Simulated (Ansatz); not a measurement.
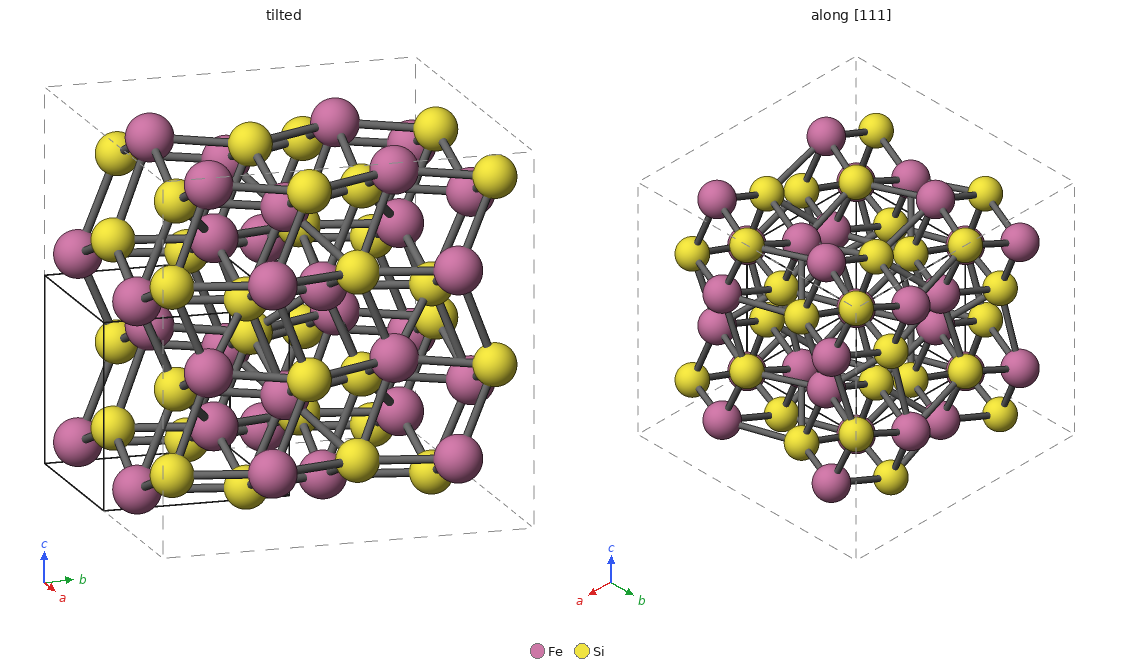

Ball-and-stick representation of a periodic structure, projected slightly off an axis and along [111]. Solid lines give the conventional unit cell, repeated here 2×2×2 times. Cell: a = 4.403 Å, b = 4.403 Å, c = 4.403 Å, α = 90.00°, β = 90.00°, γ = 90.00°.

State composition, symmetry and coordination.

Chemical formula FeSi. It belongs to space group P2_13 (No. 198) and has a primitive cubic lattice. It has 8 atoms to the cell (4 Fe, 4 Si). Each Fe has seven Si at about 2.3 to 2.5 Å. The coordination shell of Si holds seven Fe at about 2.3 to 2.5 Å. Not all metal-metal contacts are counted. The bonds build a three-dimensional framework.

The structure comes from a structure listed in the Materials Project. Earlier steps of the study may have refined or changed the cell and positions. Ansatz was used for an electronic-structure calculation on it.
